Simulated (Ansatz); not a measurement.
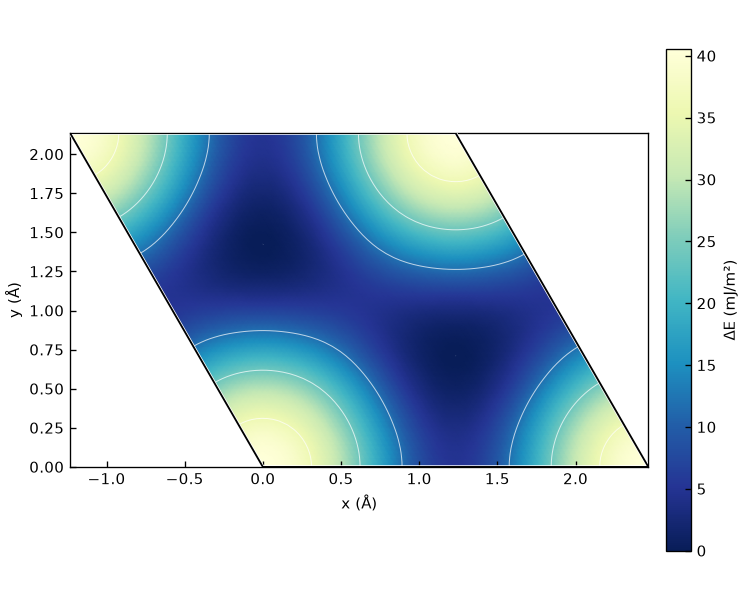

A bilayer of two C sheets of the honeycomb type (4 atoms in the cell). The upper layer of a bilayer is slid over the lower one; relaxed at each slide: the heights of all atoms; the origin of the map has C3 above C1. Places are given modulo a cell vector. The map is drawn in real space over the plane of the slide. Grid: 6 × 6 points; 7 points were computed and 29 follow by symmetry. Energies are in mJ/m², from the lowest grid point. Level of theory: DFT PBE+D3(BJ), scalar-relativistic, plane waves, PAW in Ansatz. Settings: cutoff 420 eV, k-mesh 15×15×1, gaussian smearing 0.1 eV, no spin polarisation.

Drawn: a smooth colour map with a few white contour lines, the outline of one cell of the plane. Between grid points the surface is interpolated.

The lowest grid point is at (2/6, 4/6) of the cell vectors; the map holds 2 wells of about this depth. No other kind of well shows on this grid. The highest grid point, (0/6, 0/6) of the cell vectors, lies 40.5 mJ/m² above the lowest. On the interpolated surface the easiest way out of the lowest well to a well of about the same depth near (4/6, 2/6) of the cell vectors passes a barrier of about 5 mJ/m². Facing atoms of the upper layer at the lowest point: C above C, C above a hollow; at the highest: C above C. The relaxed distance between the facing planes is 3.40 Å at the lowest and 3.57 Å at the highest point.

The scan is repeated rigidly (the distance between the facing planes is held at 3.56 Å); all else is set up alike. At a held distance the lowest stacking need not be the one that binds best once the distance relaxes.

What will the new map look like?

Answer. The lowest place stays at (2/6, 4/6) of the cell vectors. The span from the lowest to the highest grid point shrinks from 40.5 to 30.7 mJ/m². The easiest pass out of the lowest well goes from about 5 to about 2.9 mJ/m² on the interpolated surfaces. In the new map: facing atoms of the upper layer at the lowest point: C above C, C above a hollow; at the highest: C above C.

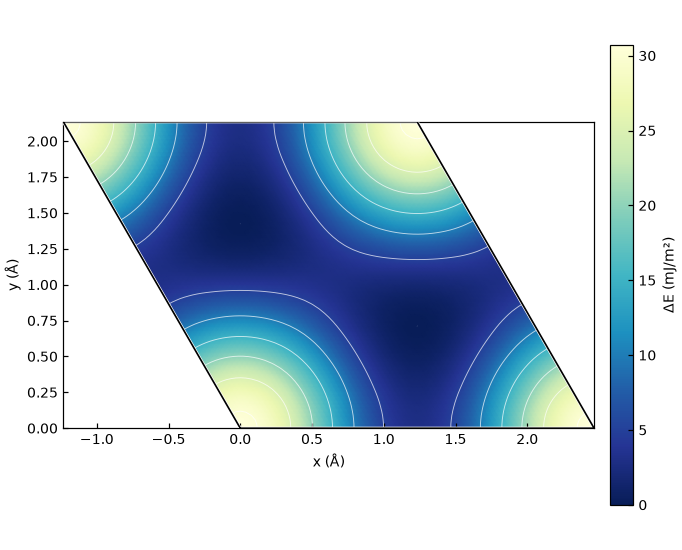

The map after the change, on a colour scale of its own. In the figure: a smooth colour map with a few white contour lines, the outline of one cell of the plane. Between grid points the surface is interpolated.
